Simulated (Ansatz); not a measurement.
SiNi2 and related structures: several calculations on one system

## 1. Relaxation

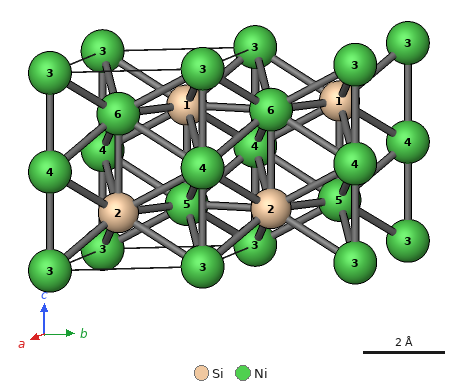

Solid SiNi2 (set up in P6_3/mmc), before the relaxation. Style: ball-and-stick. Shown: the cell of the calculation, repeated 1 × 2 × 1 with one cell outlined, slightly off an axis.

Method: DFT PBEsol, scalar-relativistic, plane waves, PAW (Ansatz 0.2.0).

The input:
```yaml
crystal:
  lattice:
    - [3.8359985066, 0.0, 0.0]
    - [-1.9179992533, 3.3220721556, 0.0]
    - [0.0, 0.0, 4.948]
  atoms:
    - { symbol: Si, position: [0.3333333333, 0.6666666667, 0.75] }
    - { symbol: Si, position: [0.6666666667, 0.3333333333, 0.25] }
    - { symbol: Ni, position: [0.0, 0.0, 0.0] }
    - { symbol: Ni, position: [0.0, 0.0, 0.5] }
    - { symbol: Ni, position: [0.3333333333, 0.6666666667, 0.25] }
    - { symbol: Ni, position: [0.6666666667, 0.3333333333, 0.75] }
basis:
  ecutwfc: 420
kpoints:
  mp_grid: { grid: [12, 12, 8] }
hamiltonian:
  xc: pbesol
scf:
  occupations: { method: gaussian, width: 0.1 }
output:
  forces: true
  stress: true
  eigenvalues: true
  write_density: true
  write_potential: true
  elf: true
  volumetric_format: npy
relax:
  adjacent_minimum: "off"
  f_tol: 0.005
  max_steps: 80
  cell: { stress_tol: 0.05 }
```

Launched with:
```bash
ansatz run input.yaml --threads 4 --pin off --max-ram 10240MiB --backend cpu --events-out ev --progress --plain --runs-dir out
```

### Predict the outcome.

No atom moves by more than 0.005 Å relative to the cell. Cell: a = b 3.836 → 3.868 Å (+0.8 %), c 4.948 → 4.917 Å (−0.6 %). Volume +1.1 %. Some distances before and after: Si1–Ni6 2.215 → 2.233 Å, Ni3–Ni4 2.474 → 2.458 Å, Si1–Ni5 2.474 → 2.458 Å, Si1–Ni3 2.537 → 2.549 Å. The space group stays P6_3/mmc (No. 194). Over 3 accepted moves (4 points after the start) the energy falls by 14.8 meV per cell of the calculation. All forces vanish by symmetry, so only the cell relaxes. Pressure: 2.88 GPa at the start and −0.01 GPa at the end. The SCF was repeated once at an unchanged geometry on a basis and grid sized afresh for the cell, which shifted the energy by 0.3 meV per cell of the calculation at most.

Step by step:

```
step  E − E(0), meV/atom  pressure, GPa  volume, Å³/atom                      note
   0                0.00           2.88           10.509                          
   1               -1.64           1.35           10.569                          
   2               -2.41          -0.03           10.622                          
   3               -2.41          -0.02           10.621                          
   4               -2.46          -0.01           10.621  same geometry, new basis
```

The end point in the same view:

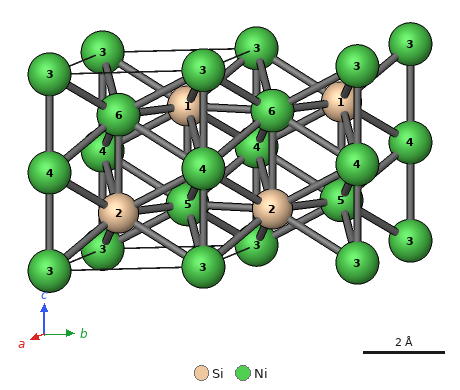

Limits of the set-up: an element that often carries a moment was run without spin polarisation.

## 2. Relaxation

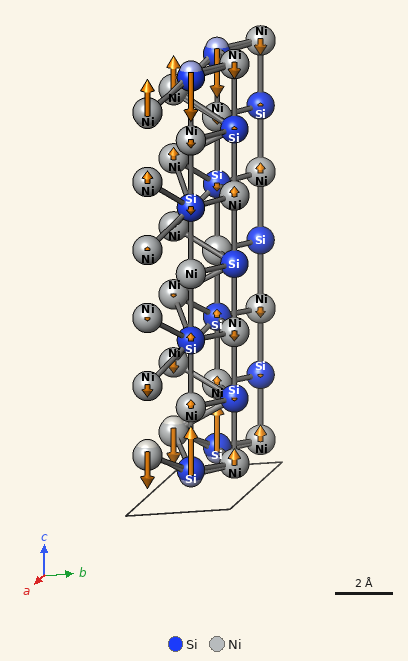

This is a relaxation of a slab of composition Si7Ni13 (cut from the P6_3/mmc phase). The starting structure is drawn faded, the final one solid; orange arrows show the displacements, 10 times their true length.

The picture is a ball-and-stick view of the 2 × 1 repeat of the cell, outlined in the plane, without the vacuum (origin shifted), seen slightly off an axis.

Case: (0 0 1) slab, atoms relaxed. The slab is the (0 0 1) face of SiNi2.

Theory: DFT PBEsol, scalar-relativistic, plane waves, PAW (Ansatz 0.2.0).

The input:
```yaml
crystal:
  lattice:
    - [3.8684636528, 0.0, 0.0]
    - [-1.9342318264, 3.350187797, 0.0]
    - [0.0, 0.0, 29.750955775]
  atoms:
    - { symbol: Si, position: [0.6666666667, 0.3333333333, 0.2520927414] }
    - { symbol: Ni, position: [0.3333333333, 0.6666666667, 0.2520927414] }
    - { symbol: Ni, position: [0.0, 0.0, 0.2934106178] }
    - { symbol: Si, position: [0.3333333333, 0.6666666667, 0.3347284943] }
    - { symbol: Ni, position: [0.6666666667, 0.3333333333, 0.3347284943] }
    - { symbol: Ni, position: [0.0, 0.0, 0.3760463707] }
    - { symbol: Si, position: [0.6666666667, 0.3333333333, 0.4173642471] }
    - { symbol: Ni, position: [0.3333333333, 0.6666666667, 0.4173642471] }
    - { symbol: Ni, position: [0.0, 0.0, 0.4586821236] }
    - { symbol: Si, position: [0.3333333333, 0.6666666667, 0.5] }
    - { symbol: Ni, position: [0.6666666667, 0.3333333333, 0.5] }
    - { symbol: Ni, position: [0.0, 0.0, 0.5413178764] }
    - { symbol: Si, position: [0.6666666667, 0.3333333333, 0.5826357529] }
    - { symbol: Ni, position: [0.3333333333, 0.6666666667, 0.5826357529] }
    - { symbol: Ni, position: [0.0, 0.0, 0.6239536293] }
    - { symbol: Si, position: [0.3333333333, 0.6666666667, 0.6652715057] }
    - { symbol: Ni, position: [0.6666666667, 0.3333333333, 0.6652715057] }
    - { symbol: Ni, position: [0.0, 0.0, 0.7065893822] }
    - { symbol: Si, position: [0.6666666667, 0.3333333333, 0.7479072586] }
    - { symbol: Ni, position: [0.3333333333, 0.6666666667, 0.7479072586] }
basis:
  ecutwfc: 420
kpoints:
  mp_grid: { grid: [9, 9, 1] }
hamiltonian:
  xc: pbesol
scf:
  occupations: { method: gaussian, width: 0.1 }
output:
  forces: true
  eigenvalues: true
  write_density: true
  write_potential: true
  elf: true
  volumetric_format: npy
relax:
  adjacent_minimum: "off"
  f_tol: 0.02
  max_steps: 60
efield:
  axis: 3
  dipole_correction: true
  ramp_width: 0.04
```

Command:
```bash
ansatz run input.yaml --threads 4 --pin off --max-ram 10240MiB --backend cpu --events-out ev --progress --plain --runs-dir out
```

**What did the optimiser do to the structure, and how much energy did it gain?**

Over 4 geometry steps the energy falls by 0.375 eV per cell of the calculation. The largest force component goes from 1.2 to 0.008 eV/Å. The largest moves, 0.18 Å, are those of Si1 and Si19. Si19 goes along the normal (−c). By element the largest moves are Si 0.18 Å, Ni 0.14 Å. The cell doesn't change. Among the contacts that change: Ni17–Si19 2.458 → 2.309 Å, Ni18–Si19 2.549 → 2.411 Å, Ni18–Ni20 2.549 → 2.459 Å, Ni15–Ni18 2.458 → 2.549 Å. Bond angles that change, for instance: Si16–Ni18–Si19 180.0° → 170.9°, Si19–Ni18–Si19 98.7° → 106.7°, Si16–Ni18–Si16 98.7° → 95.6°.

Limits of the set-up: an element that often carries a moment was run without spin polarisation.

## 3. A change

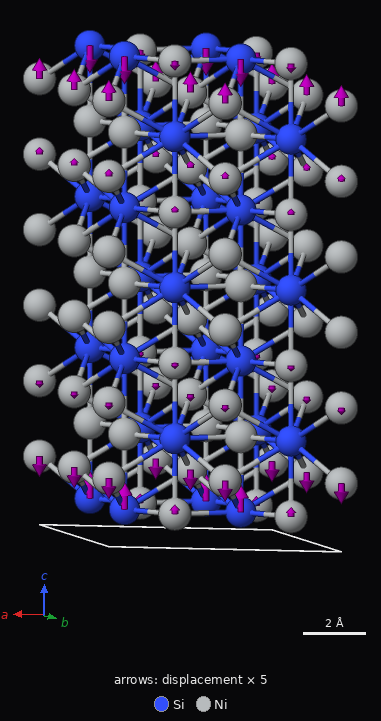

A (0 0 1) slab of SiNi$_{2}$ as cut from the relaxed bulk. The purple arrows show how the atoms are displaced, magnified 5 times. A ball-and-stick model of the 2 × 2 repeat of the cell, outlined in the plane, without the vacuum, seen from a free direction.

All numbers below come from DFT PBEsol, scalar-relativistic, plane waves, PAW in Ansatz 0.2.0. Set-up: plane-wave cutoff 420 eV; occupations gaussian; smearing width 0.1 eV; no spin polarisation. The k-mesh is chosen for each cell (9×9×7, 9×9×1).

**Describe the change and its computed effect.**

The atoms of the slab are relaxed at the bulk's in-plane cell. The slab isn't stoichiometric; relaxing it gains 0.241 J/m². The top spacing, between the SiNi and Ni planes, goes from 1.23 to 0.97 Å (−21.2 %), the bottom one (SiNi to Ni) from 1.23 to 0.97 Å (−21.2 %). The top plane rumples by 0.12 Å. The lattice vectors keep their values. The largest moves relative to the layer's centre, 0.18 Å, are those of Si atoms. Largest moves by element: Si 0.18 Å, Ni 0.14 Å. Some distances before and after: Ni–Si 2.458 → 2.309 to 2.498 Å, Ni–Si 2.549 → 2.411 to 2.612 Å.

Limits of the set-up: an element that often carries a moment was run without spin polarisation.
